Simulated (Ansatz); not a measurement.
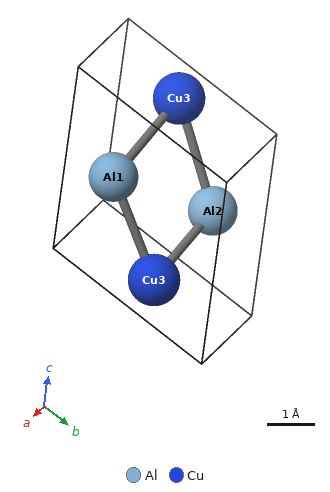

Fig. 1: The structure (ball-and-stick view of the cell of the calculation, seen slightly off an axis; atoms are numbered from 1 in the order of the input). An atom can appear more than once, as a periodic image. Near neighbours in the periodic cell (some may lie outside the picture): Al has 4 Cu at 2.41 to 2.56 Å; Cu has 8 Al at 2.41 to 2.56 Å.

# Single-point calculation, with input and output: Al$_{2}$Cu

- system: Al$_{2}$Cu (I4mm, 3 atoms in the cell)
- method: DFT PBEsol, scalar-relativistic, plane waves, PAW, PAW set soft_1, no spin polarisation (Ansatz 0.2.0)

The structure derives from a Materials Project entry. Figures and captions count atoms from 1; the log counts them from 0 in places.

Input:
```yaml
crystal:
  lattice:
    - [-2.0246107077, 2.0246107077, 2.863159453]
    - [2.0246107077, -2.0246107077, 2.863159453]
    - [2.0246107077, 2.0246107077, -2.863159453]
  atoms:
    - { symbol: Al, position: [0.7374267957, 0.2374267957, 0.4748535913] }
    - { symbol: Al, position: [0.2374267957, 0.7374267957, 0.4748535913] }
    - { symbol: Cu, position: [0.5106771283, 0.5106771283, 0.0213542565] }
basis:
  ecutwfc: 520.0
kpoints:
  mp_grid: { grid: [14, 14, 14] }
hamiltonian:
  xc: pbesol
  pseudopotentials: { kind: paw, azcp: { folder: soft_1 } }
scf:
  occupations: { method: gaussian, width: 0.15 }
output:
  forces: true
  stress: true
  eigenvalues: true
  write_density: true
  write_potential: true
  elf: true
  volumetric_format: npy
```

Launched with:
```bash
ansatz run input.yaml --threads 2 --pin off --max-ram 4096MiB --backend cpu --events-out ev --progress --plain --runs-dir out
```

Log:
```
Warning: 4 symmetry operations that the atoms keep within the bar at which the run's group was sought (crystal.symmetry.tolerance 1.0e-5, or twice it) were not taken beside the 4 unitary ones that the detection took (of a slab, those that keep its plane). If the more symmetric cell is meant, write the vectors of crystal.lattice to more decimals, or, with the positions in fractional coordinates, give it by lengths and angles (which lays the cell in the standard orientation, to which the deck's other Cartesian keys then refer), with the lengths that are meant to be equal typed equal, the angles likewise, and each angle that the symmetry fixes typed at its exact value (of a frozen-density pass: in the run whose state it reads). The detection then takes those 4 too, where the atoms keep them as a group. The lattice (crystal.lattice as typed, or as saved on a frozen-density pass laid at its state's geometry) misses each of them by more than the tolerance, the farthest off changing a squared length by the fraction 5.1e-5. The run does not impose them: its cell is that one, or, where this deck is also told that its lattice was moved onto its group, that cell laid onto the operations that were taken. If the cell is strained on purpose, what lies past the tolerance is rightly left out.
Warning: [file] the record states the generating functional pbe (its physics header spells it `PBE`), which answers neither for hamiltonian.xc's functional nor for the pbesol family's — results may be inconsistent (PPs are generated against a specific XC)
Warning: [file] the record states the generating functional pbe (its physics header spells it `PBE`), which answers neither for hamiltonian.xc's functional nor for the pbesol family's — results may be inconsistent (PPs are generated against a specific XC)
Engine: ansatz 0.2.0, aarch64-unknown-linux-gnu
Pseudopotentials: kind: paw
Pseudopotential: Al, paw, valence charge 3, recommended cutoff 420 eV (normal), [file]
Pseudopotential: Cu, paw, valence charge 19, recommended cutoff 420 eV (normal), [file]
Functional definition: PBEsol
  exchange = pbesol_x
  correlation = pbesol_c
Crystal: 3 atoms, lattice volume = 46.945 Å³
Basis set: ecut = 520 eV, 1243 PW (Γ), exchange–correlation on 64×64×64 points (8 copies of the dense FFT grid, shifted against one another)
Bands: 17, of which v1, the nominal top of the filled ones, is band 13 counted from 1 (12 counted from 0)
Symmetry: 4 space group operations
Space group: Fmm2 (ITA 42), of the structure as read, at distance tolerance 3.6e-5 Å
k-points: 428 of 2744 (time reversal used)
Non-local potential: Al, projectors of the file, l = 0: 2, l = 1: 2, l = 2: 1
Non-local potential: Cu, projectors of the file, l = 0: 3, l = 1: 2, l = 2: 3, l = 3: 1
PAW form: soft (Blöchl's): semilocal exchange-correlation on the pseudo side does not see the compensation charge
PAW frozen core: Al, regenerated for the run's functional, and the local potential with it (the file was generated under x = pbe(κ = 0.804, μ = 0.2195149727645171), c = pbe(β = 0.06672455060314922))
PAW frozen core: Cu, regenerated for the run's functional, and the local potential with it (the file was generated under x = pbe(κ = 0.804, μ = 0.2195149727645171), c = pbe(β = 0.06672455060314922))
PAW one-centre angular grid: Al, 110 points (default); XC on 64 Gauss nodes
PAW one-centre angular grid: Cu, 590 points (default); XC on 64 Gauss nodes
Initial density: superposition of atomic densities (chi_scale 0.1, normalization cell, long waves kept (reshape's long-wave potential 0.00 eV rms))
Initial wavefunctions: pseudopotential atomic-orbital guess
Functional: x = pbesol(κ = 0.804, μ = 0.12345679012345678), c = pbesol(β = 0.046)
SCF iter   1: F=—  HF=-7642.078787 eV  |F-HF|=—  |Δ(HF+E_count)|=         —  Δρ=3.43e-1  dr2=3.77e1  ethr=3.10e-3  ⟨swp⟩=5.2  Hψ=35668  notcnv=0
preconditioner: auto → Kerker (q_TF=auto, 2.456 Å⁻¹)  [metal: Δε(μ)=0.023 eV  Ē_g=7.212 eV  σ=0.150 eV  W_gap=0.08  n_scr=14 (ndim 8)  ℏωp=22.3 eV  f_vac=0.000  D(μ)=1.38/eV (n_scr^D=14)]
SCF iter   2: F=—  HF=-7639.127639 eV  |F-HF|=—  |Δ(HF+E_count)|=    2.95e0  Δρ=1.21e-1  dr2=5.50e0  ethr=3.10e-3  ⟨swp⟩=2.3  Hψ=18049  notcnv=0  defer=72
SCF iter   3: F=—  HF=-7638.524495 eV  |F-HF|=—  |Δ(HF+E_count)|=   6.03e-1  Δρ=5.30e-2  dr2=1.22e0  ethr=3.10e-3  ⟨swp⟩=2.0  Hψ=12330  notcnv=0  defer=80
SCF iter   4: F=—  HF=-7638.375616 eV  |F-HF|=—  |Δ(HF+E_count)|=   1.49e-1  Δρ=1.34e-2  dr2=1.16e-1  ethr=3.10e-3  ⟨swp⟩=2.6  Hψ=11190  notcnv=0  defer=82
SCF iter   5: F=—  HF=-7638.359396 eV  |F-HF|=—  |Δ(HF+E_count)|=   1.62e-2  Δρ=1.38e-3  dr2=4.75e-4  ethr=4.65e-4  ⟨swp⟩=2.7  Hψ=14248  notcnv=0  defer=82
SCF iter   6: F=—  HF=-7638.360123 eV  |F-HF|=—  |Δ(HF+E_count)|=   7.28e-4  Δρ=5.13e-4  dr2=1.44e-4  ethr=1.90e-6  ⟨swp⟩=2.0  Hψ=12813  notcnv=0  defer=82
SCF iter   7: F=—  HF=-7638.360068 eV  |F-HF|=—  |Δ(HF+E_count)|=   5.49e-5  Δρ=2.36e-4  dr2=1.71e-5  ethr=5.76e-7  ⟨swp⟩=2.0  Hψ=10844  notcnv=0  defer=82
SCF iter   8: F=—  HF=-7638.360065 eV  |F-HF|=—  |Δ(HF+E_count)|=   3.33e-6  Δρ=3.23e-5  dr2=8.57e-7  ethr=6.84e-8  ⟨swp⟩=1.3  Hψ=8332  notcnv=0  defer=82
SCF iter   9: F=-7638.360065 eV  HF=-7638.360065 eV  |F-HF|=5.07e-8  |Δ(HF+E_count)|=   1.55e-7  Δρ=9.32e-6  dr2=7.40e-8  ethr=4.00e-10  ⟨swp⟩=10.2  Hψ=53387  notcnv=0
SCF 1 converged in 9 iterations: F = -7638.360065 eV  dr2 = 7.40e-8
  greatest PAW one-centre occupation: 0.999 electrons in one spin orbital (limit 2), on the Cu atom at site 2 (counted from 0), in its partial waves of l = 0
```

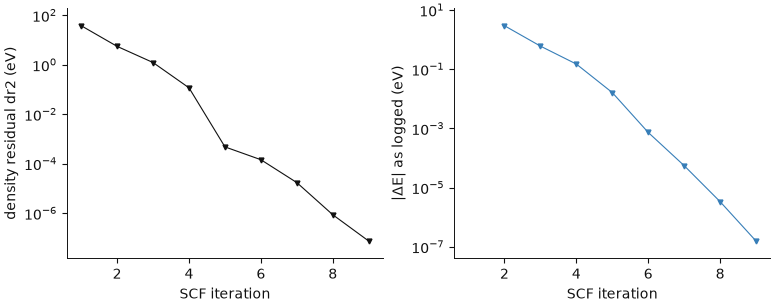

Fig. 2: Convergence of the self-consistent field: density residual dr2 and size of the energy change against the SCF iteration. The residual falls at every step.

```
SCF converged after 9 iterations
Free energy (F): -7638.360065 eV
Harris-Foulkes:  -7638.360065 eV  (|F-HF|=5.07e-8)
Internal energy: -7638.349585 eV  (E = F + TS)
E sigma→0 (E₀):  -7638.354825 eV
Entropy (-TS):   -0.010480 eV (-3.493 meV/atom)
Fermi energy:    9.251788 eV
--- Per-component energies (eV) ---
  E_band       = -494.284293
  E_kinetic    = 310.670432
  E_local      = -6342.814577  (includes V_loc(G=0)·N_el)
  E_nonlocal   = 901.956879
  E_hartree    = 2761.399513
  E_xc         = -145.214001
  E_vxc        = -150.012675  (∫ρ·V_xc dr)
  E_paw        = -2686.570457  (= ΣΔE_a)
  E_vpaw       = -736.899229  (= ΣTr[D̂ρ^β])
  E_aug_tail   = 0.000353  (compensation charges beyond the density's cutoff)
  E_ewald      = -2438.022208
  E_core_change = 0.244481  (= ΣΔE_core)
  E_smearing   = -0.010480  (= −TS)
  E_closure    = -0.000000  (closes the sum)
  Σ components = -7638.360065   (vs F -7638.360065, Δ=0.00e0)
--- Forces (eV/Å), atoms counted from 1 ---
  atom   1  Al     0.35414013     0.35414013     0.00000000
  atom   2  Al     0.35414013     0.35414013    -0.00000000
  atom   3  Cu    -0.70829916    -0.70829916     0.00000000
  max |Σ_I F_I| component: 1.89e-5 eV/Å
--- Stress (GPa, compression-positive) ---
        0.563559      -0.344145      -0.000000
       -0.344145       0.563559       0.000000
       -0.000000       0.000000       0.910143
  P = ⅓ Tr σ = 0.6791 GPa (6.791 kbar)
--- Band table (eV; the first three rows and the last of 428) ---
  k-point 0: bands = ["-104.3373", "-61.8408", "-61.8408", "-61.8308", "-1.0583", "4.6258", "4.6463", "4.6463", "5.2061", "5.2205", "11.8851", "11.8853", "12.1474", "12.1983", "12.4757", "12.4759", "13.6827"]
  k-point 1: bands = ["-104.3373", "-61.8408", "-61.8408", "-61.8308", "-0.9663", "4.5977", "4.6603", "4.6604", "5.2038", "5.2142", "10.9831", "10.9833", "11.7631", "11.7778", "13.5054", "13.5057", "14.2902"]
  k-point 2: bands = ["-104.3373", "-61.8408", "-61.8408", "-61.8308", "-0.6911", "4.5185", "4.7032", "4.7032", "5.1540", "5.2369", "9.9739", "9.9742", "10.8272", "11.1131", "13.2265", "14.8738", "14.8741"]
  k-point 427: bands = ["-104.3373", "-61.8409", "-61.8409", "-61.8309", "3.0660", "3.3374", "4.0677", "5.1352", "5.1615", "5.3804", "5.4522", "7.2389", "7.2800", "9.6672", "10.7417", "18.2817", "19.9244"]
```

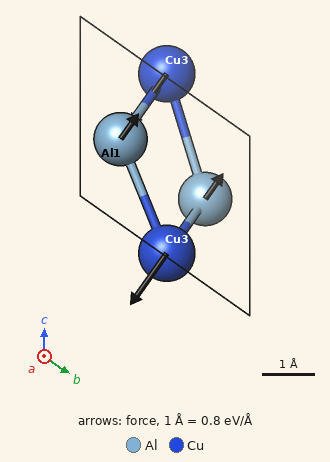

Fig. 3: Forces on the atoms as black arrows (ball-and-stick view of the cell of the calculation, along the a axis; atoms are numbered from 1 in the order of the input). The largest act on Cu3 (1.00 eV/Å); Al1, Al2 (0.50 eV/Å). The geometry is not a stationary point of this energy.

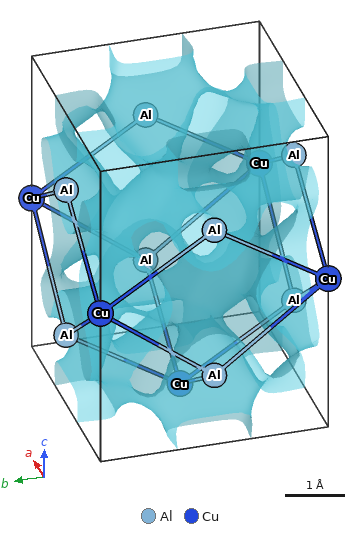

Fig. 4: Isosurface of the electron localisation function at 0.45 (cyan), seen at an oblique angle. Only the valence region is drawn (cores and ρ < 0.01 e/Å³ removed). Sticks mark near contacts. The outline is the cell set on symmetry axes. Profiles from the grid: Al–Cu (2.41 Å): the ELF peaks at about 0.70 between the atoms. Al–Cu (2.56 Å): the ELF peaks at about 0.70 between the atoms. In a PAW calculation such maps are meaningful between the atoms, not at the nuclei.

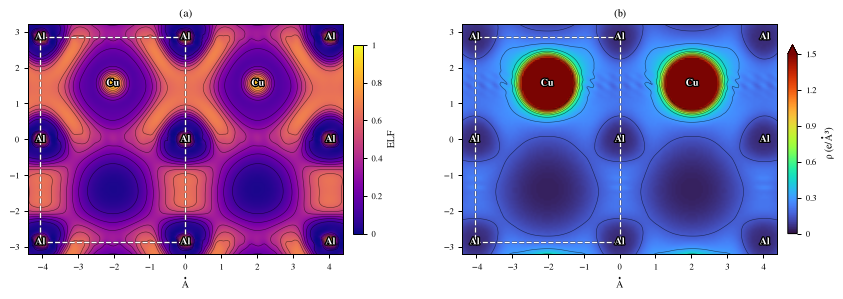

Fig. 5: (a) electron localisation function; (b) valence pseudo-density on the (100) plane of the conventional cell. The section cuts through Al and Cu sites. Al–Cu (2.41 Å): ρ is about 0.36 e/Å³ halfway; the ELF peaks at about 0.70 between the atoms. Al–Cu (2.56 Å): ρ at the midpoint is about 0.29 e/Å³; the ELF peaks at about 0.70 between the atoms. Away from the nuclei the density in this plane falls to 0.03 e/Å³ at its lowest. The strong features right at Cu lie inside the PAW spheres (semicore, d or f shells) and say nothing about bonding.

Key numbers:

```json
{"quantity": "outcome", "value": "converged"}
{"quantity": "space group (tolerance 0.01 Å)", "value": "I4mm (107)"}
{"quantity": "electrons treated", "value": "25"}
{"quantity": "free energy", "value": "−7638.3601 eV"}
{"quantity": "Fermi energy", "value": "9.252 eV"}
{"quantity": "gap on the k-point mesh", "value": "none (metallic)"}
{"quantity": "pressure", "value": "0.68 GPa"}
{"quantity": "largest force (length of the vector)", "value": "1.002 eV/Å"}
{"quantity": "hardware", "value": "2 threads of Arm Neoverse N1, 98 GiB of memory available, shared host"}
{"quantity": "wall time", "value": "64 s (CPU time 2.1 min)"}
{"quantity": "peak memory", "value": "0.71 GiB"}
```

Warnings of the run: near-symmetries of the structure were not used; the PAW datasets were made with another functional.
